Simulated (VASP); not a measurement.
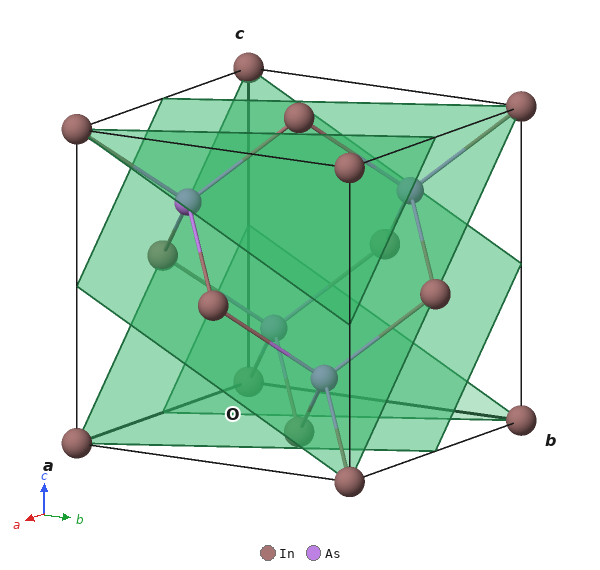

For InAs, an entry of the Crystallography Open Database, as set up for an electronic-structure calculation: every member of one family of equally spaced planes, hx + ky + lz = a whole number, that cuts the unit cell is shaded (one member passes through the origin O, touching the cell only at an edge or corner). Geometry calculated from the standardised cell; symmetry tolerance 0.002 Å.

a = 6.036 Å, b = 6.036 Å, c = 6.036 Å, α = 90.00°, β = 90.00°, γ = 90.00°.

Which (hkl) family is drawn?

(2 1 2); the opposite sign names the same planes. The member next to the origin meets the axes a at 1/2, b at 1, c at 1/2.

What is the spacing?

d = 2.012 Å.

Which atoms of the cell lie in these planes (within 0.03 Å)?

2 of the 4 In.

The space group is F-43m, No. 216. How many reflections hkl are equivalent to this one (itself included), and does it occur?

24 reflections are equivalent in the Laue class m-3m. The reflection is systematically absent, by the centring.
